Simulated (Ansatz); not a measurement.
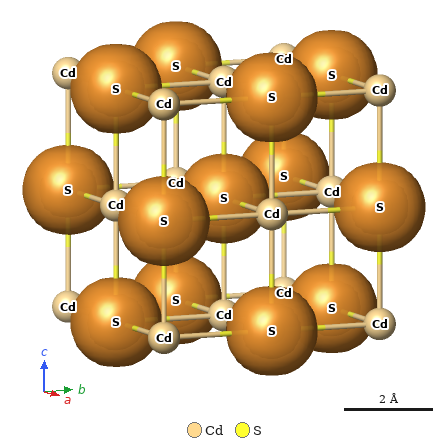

The picture shows: CdS. Isosurface of the ELF at 0.8 (orange), seen slightly off an axis. Only the valence region is drawn (cores and ρ < 0.01 e/Å³ removed). Sticks mark near contacts.

Space group Fm-3m; a structure from a database of computed crystals, not necessarily the ambient phase; changed on purpose from its base cell (mode 4 frozen in at +0.000 Å, equal normal strain along x, y and z -0.0167); computed pressure about 5 GPa in this cell.

Theory: DFT r2SCAN, scalar-relativistic, plane waves, PAW (Ansatz 0.2.0).

```
Cd S
1.0
     5.36273    0.00000    0.00000
     0.00000    5.36273    0.00000
     0.00000    0.00000    5.36273
Cd S
4 4
Direct
  0.00000 0.00000 0.00000
  0.50000 0.50000 0.00000
  0.50000 0.00000 0.50000
  0.00000 0.50000 0.50000
  0.50000 0.00000 0.00000
  0.00000 0.50000 0.00000
  0.00000 0.00000 0.50000
  0.50000 0.50000 0.50000
```

### What do the ELF domains correspond to?

At this value the surface marks out four regions wrapped around S (the valence shell of each), counted in one cell of 8 atoms. Regions shared between cells count once.

Values along the shortest contacts:
Cd–S (2.68 Å): the ELF peaks at about 0.85 in the valence shell of S, 0.8 Å from its nucleus, and drops to about 0.15 between the two atoms.

### Does the calculation give a band gap?

It is gapped, with a Kohn–Sham gap of 0.74 eV on the k-point mesh (the band edges may lie off the mesh, which would make the gap smaller).
